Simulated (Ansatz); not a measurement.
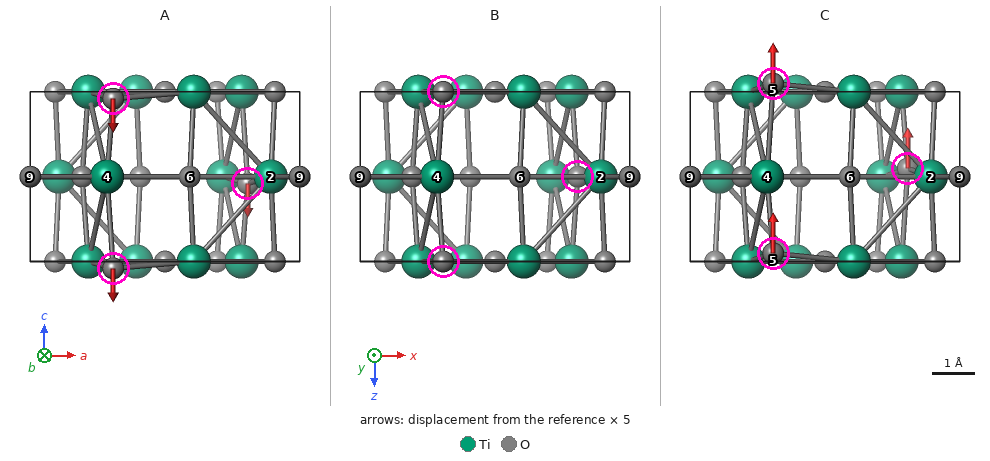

Solid Ti4O5 (I4/m): an O atom (one in each cell of 9 atoms) is moved along Cartesian [0 0 1], all else fixed. Style: ball-and-stick. Shown: the conventional cell (2 times the calculation's cell), along the b axis. The ringed atoms are those of the scanned coordinate. Red arrows: displacements from the reference. Lengths and directions refer to the drawn axes.

Computed with Ansatz, DFT PBEsol, scalar-relativistic, plane waves, PAW. (plane-wave cutoff 420 eV; k-point mesh 12 × 12 × 12; occupations gaussian; smearing width 0.15 eV; no spin polarisation). Energies (free energies at the smearing named) are counted from the relaxed crystal.

**Order these geometries by energy, lowest first.**

Lowest first: B (the displacement 0.00 Å, 0.0 meV/cell), A (the displacement 0.1667 Å, 184.6 meV/cell), C (the displacement −0.20 Å, 270.2 meV/cell). Over the whole scan: the lowest computed point lies at the displacement 0.00 Å (0.0 meV/cell). At the ends of the scan the energy is 270.2 meV/cell (−0.20 Å) and 270.2 meV/cell (0.20 Å). The curvature at zero is about 13 eV/Å². The well is symmetric. At the highest point the shortest interatomic distance is 1.87 Å, against 1.99 Å in the reference. The distortion takes the space group from I4/m to P1.
